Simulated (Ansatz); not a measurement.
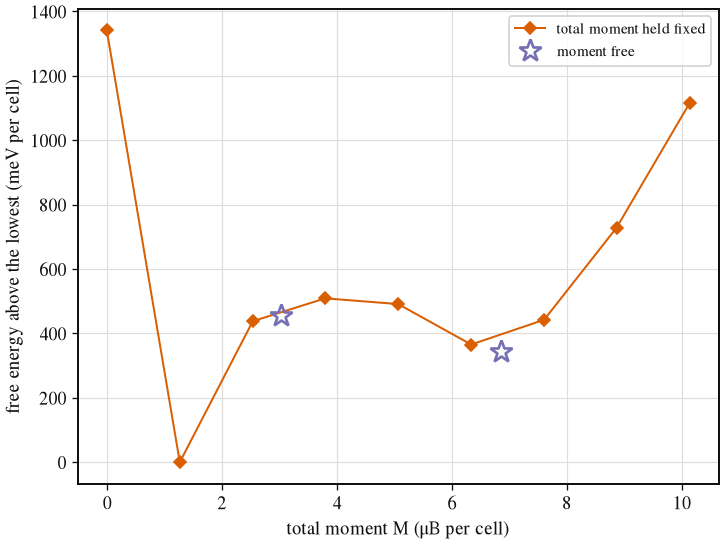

Fixed-spin-moment scan.
- system: Mn$_{3}$Si (Fm-3m, 4 atoms in the cell)
- method: DFT, r2SCAN, PAW, plane waves, scalar-relativistic in Ansatz; cutoff 500 eV, 7×7×7 k-mesh, Fermi–Dirac smearing of 0.1 eV, collinear spins

Which total moment is preferred in this cell?

Among the held moments the energy is lowest at M = 1.3 μB. The best free run ends at M = 6.9 μB, 344 meV per cell above the lowest point of the scan, so it was trapped in a higher state. The curve has 2 local minima, at M = 1.3 and 6.3 μB. Antiparallel orders weren't tried, and these are the states found from these starts; lower ones may exist.

How far does the point at M = 0 lie above the minimum?

About 1300 meV per cell. That run is non-magnetic, so this is the energy of forming the moments, not the difference to an antiparallel order, which the scan doesn't reach.
